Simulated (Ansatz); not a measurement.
```xyz
23
Lattice="-5.4095 3.1232 5.7701 5.4095 -3.1232 5.7701 3.6063 6.2464 -5.7701" Properties=species:S:1:pos:R:3 pbc="T T T"
Hf   -0.0183    0.1925    0.0334
Hf    1.8032    0.0000    5.7701
Hf   -1.7849    2.9306    5.7368
Hf    1.8251    3.1739    5.5312
Hf    1.7914    3.2370    0.0988
Hf    5.3876    3.0725    0.2389
Hf    0.0118    6.1326   -0.0988
S     1.7714    1.4059    3.8533
S    -3.5894    4.2171    4.3621
S     5.6753    1.0661    4.2248
S    -0.1098    4.2615    4.3283
S     3.6128    4.3090    4.2952
S     3.7848    4.4689   -1.1035
S     3.4601   -1.8018    4.5985
S     1.7128    7.2869   -1.4756
S     0.0904    2.0827    1.4756
S     0.1463    1.8018    6.9417
S     3.5999    1.9373    1.4750
S     3.4278    1.7775    6.8736
S     1.5373    5.1803    1.5453
S     7.3225    1.9849    1.4418
S    -0.0169    8.2756    1.4080
S     5.4413    4.8404    1.9168
```

These are results of DFT PBE+D3(BJ), scalar-relativistic, plane waves, PAW (Ansatz 0.2.0), not measurements.

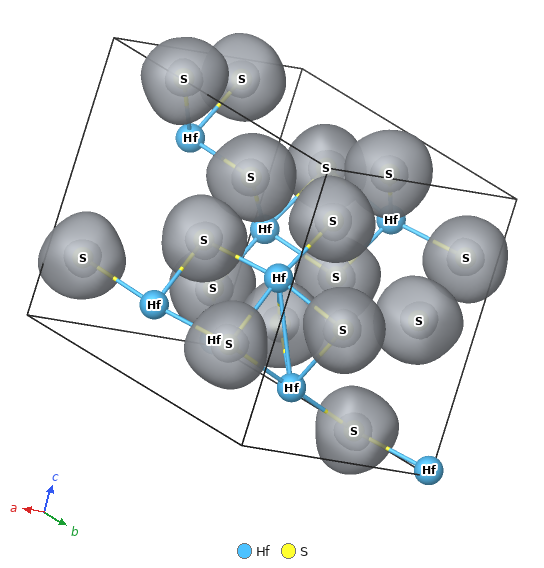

Hf₇S₁₆ (cell charge −4, with a compensating background) (cell with a defect). Isosurface of the electron localisation function at 0.7 (grey), seen at an oblique angle. Core shells and regions of very low density are left out. Sticks mark near contacts.

Core electrons are frozen (PAW), and the valence fields are smoothed inside the atomic spheres.

Question: Where are the electrons localised?

Answer: At this value the surface marks out 16 regions wrapped around S (the valence shell of each), counted in one cell of 23 atoms. Regions shared between cells count once.

Values along the shortest contacts:
Hf–S (2.38 Å): the ELF peaks at about 0.80 in the valence shell of S, 0.8 Å from its nucleus, and is about 0.35 at the midpoint. Hf–Hf (3.18 Å): the ELF is about 0.20 at the midpoint (no localised pair shows between them).

Question: Metal or insulator at this level of theory?

Answer: It is gapped, with a Kohn–Sham gap of 0.72 eV on the k-point mesh (the band edges may lie off the mesh, which would make the gap smaller).
